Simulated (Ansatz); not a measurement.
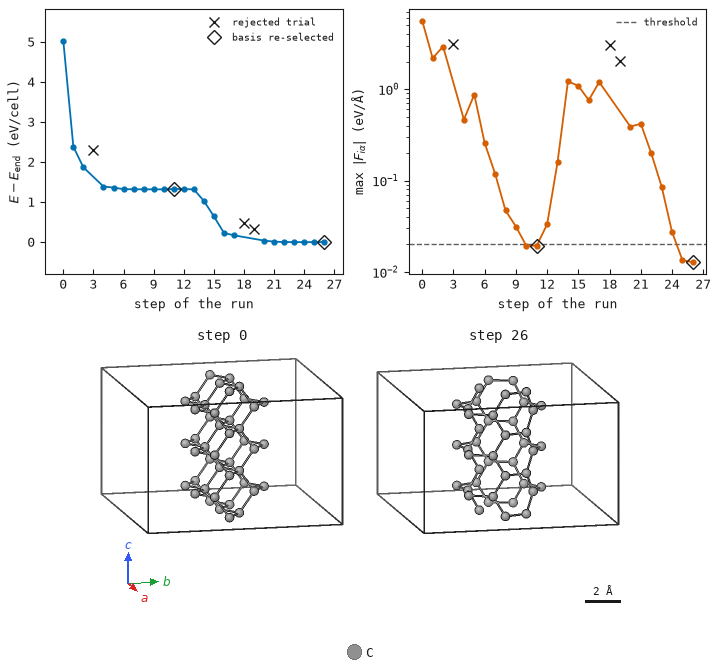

First and last geometry of a relaxation of a wire of composition C, with the history of the run. Style: ball-and-stick. Shown: the 3 repeat of the cell, with the vacuum cut short, slightly off an axis.

Case: wire along [1 1 0], 13 atoms a period.

Method: Ansatz 0.2.0, DFT PBE, scalar-relativistic, plane waves, PAW. (plane-wave cutoff 420 eV; k-point mesh 1 × 1 × 13; occupations gaussian; smearing width 0.05 eV; collinear spin; cell relaxed at fixed a, b, alpha, beta, gamma; force threshold 0.02 eV/Å; at most 45 steps)

**Read the history and describe the run.**

It converged. The energy falls by 5.023 eV per cell of the calculation in 21 accepted moves (26 points after the start). The largest force component goes from 5.6 to 0.013 eV/Å. The line search rejected the trial steps at points 3, 18, 19 of the run. At 2 points the geometry stayed and the basis and grid were re-selected for the new cell (energy shift of 7.7 meV per cell of the calculation at most each time). The atom that moves furthest relative to the layer's centre is a C atom (0.99 Å). Along the periodic axis the drawn cell goes c 7.576 → 7.319 Å (−3.4 %). Among the contacts that change: C–C 1.546 → 2.983 Å, C–C 1.546 → 1.400 Å, C–C 1.546 → 1.423 Å, C–C 1.546 → 1.458 Å. Bonds break: C–C (1.55 → 2.98 Å). Among the angles between lasting bonds that change: C–C–C 109.5° → 157.4°, C–C–C 109.5° → 95.5°, C–C–C 109.5° → 121.2°. The program noted that the starting moments weren't kept. The run took 6.3 min on 4 threads of Intel(R) Xeon(R) Platinum 8375C CPU @ 2.90GHz (Ice Lake), with other jobs on the host, peak memory 1 GiB.

```tsv
step	E − E(0), meV/atom	largest force component, eV/Å	note
0	0.00	5.5885	
1	-203.30	2.1788	
2	-242.93	2.9258	
3	-208.86	3.0877	rejected
4	-279.76	0.4653	
5	-281.83	0.8708	
6	-284.77	0.2571	
7	-285.09	0.1189	
8	-285.14	0.0471	
9	-285.18	0.0314	
10	-285.21	0.0193	
11	-284.61	0.0194	same geometry, new basis
12	-284.67	0.0333	
13	-285.30	0.1592	
14	-307.50	1.2207	
15	-337.26	1.0832	
16	-369.09	0.7591	
17	-373.54	1.1965	
18	-350.52	3.0506	rejected
19	-360.77	2.0395	rejected
20	-383.72	0.3889	
21	-385.74	0.4187	
22	-386.49	0.1993	
23	-386.49	0.0860	
24	-386.65	0.0275	
25	-386.66	0.0134	
26	-386.38	0.0128	same geometry, new basis
```

Limits of the set-up: the k-point mesh is coarse for a cell with partly filled bands.
